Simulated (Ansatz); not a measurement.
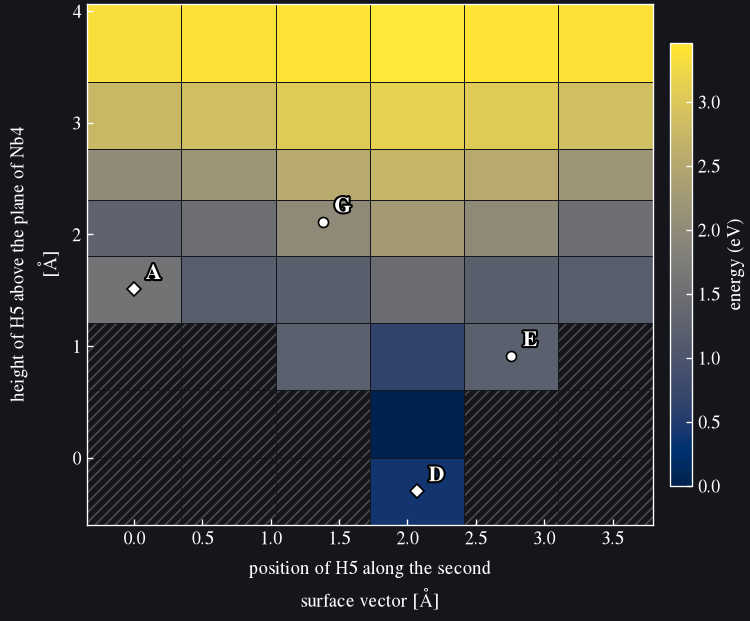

H on a Nb(110) slab cut from the Fm-3m phase, its upper half relaxed before the scan (4 atoms of substrate and one adsorbate in a 1 × 1 cell). H is moved along a line over the surface and along the normal, above a rigid substrate. First axis: position of H5 along the second surface vector, from above Nb4. Second axis: height of H5 above the plane of Nb4. Grid: 6 × 8 points; 24 points were computed and 11 follow by symmetry. At 13 points there is no value (left out of the scan, as a rule where atoms come close). Points are written as (first, second). Energies: eV, counted from the lowest grid point. The runs have no spin polarisation, so an open-shell adsorbate far from the surface lies too high. The calculation used DFT LDA, scalar-relativistic, plane waves, PAW (Ansatz 0.2.0). Settings: cutoff 420 eV, k-mesh 9×7×1, gaussian smearing 0.1 eV, no spin polarisation.

The picture shows one coloured cell a grid point, hatched blanks where no value was computed, lettered points.

Is G the lowest point of the computed grid?

Answer. No. G lies 2.00 eV above the lowest grid point, which is at (2.07 Å, 0.30 Å) [nearest 4 Nb at 2.10 Å].

Rank the lettered points by energy, lowest first.

Answer. D (0.38 eV), E (1.21 eV), A (1.57 eV), G (2.00 eV).
